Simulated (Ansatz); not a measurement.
**GaAs: density, localisation and related maps**

```
Ga As
1.0
     0.00000   -2.74809    2.74809
    -2.74809    2.74809    0.00000
    -5.74371   -5.74371   -5.74371
Ga As
3 3
Direct
  0.00000 0.00000 0.99794
  0.33333 0.66667 0.66461
  0.66667 0.33333 0.33128
  0.00000 0.00000 0.75206
  0.33333 0.66667 0.41872
  0.66667 0.33333 0.08539
```

Space group R3m; started from the zincblende prototype, which need not be the ambient phase; changed on purpose from its base cell (epitaxial 111 strain -3.0%); computed pressure about 4 GPa in this cell.

The calculation used DFT, r2SCAN with spin-orbit coupling, plane waves, PAW in Ansatz 0.2.0.

The density is the valence pseudo-density of a PAW calculation; it isn't the true density close to the nuclei.

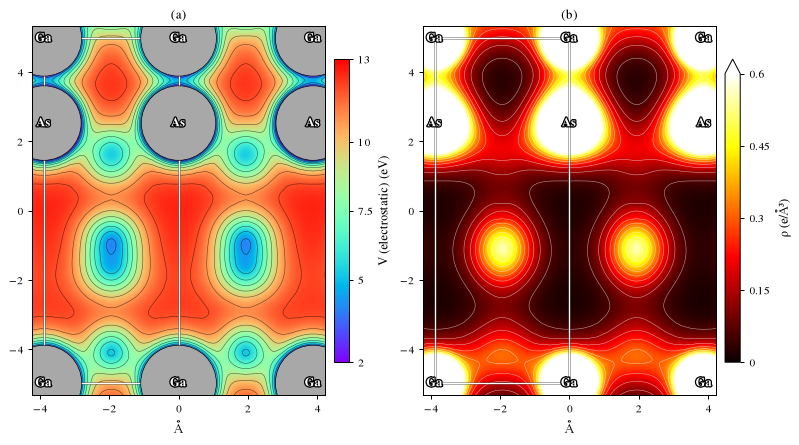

Figure 1. (a) electrostatic potential energy of an electron; (b) valence charge density (pseudo) on the (010) plane of the conventional cell. Grey discs cover the atomic cores in the potential map.

### Read the bonding off the picture.

- The section cuts through Ga and As sites.
- Between the atoms the lowest density in this plane is 0.02 e/Å³.
- Outside the cores the potential energy rises away from the atoms and is highest about 2.4 Å from the nearest atoms; its zero is arbitrary.

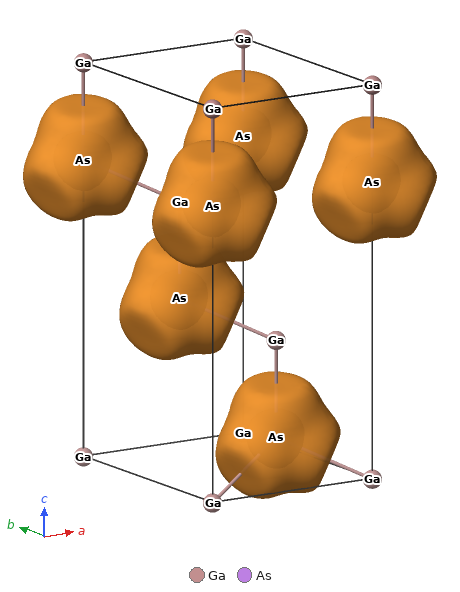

Figure 2. Isosurface of the electron localisation function at 0.55 (orange), seen at an oblique angle. Core shells and regions of very low density are left out. Sticks mark near contacts.

### Describe the localisation domains.

At this value the surface marks out three regions on As in which the atom's valence shell and bonds are merged, counted in one cell of 6 atoms. Any copies at cell faces, edges or corners count once. Profiles from the grid: Ga–As (2.41 Å): the ELF peaks at about 0.80 between the atoms; a shared electron pair.

### Metal or insulator at this level of theory?

It is gapped, with a Kohn–Sham gap of 1.0 eV on the k-point mesh (the band edges may lie off the mesh, which would make the gap smaller).
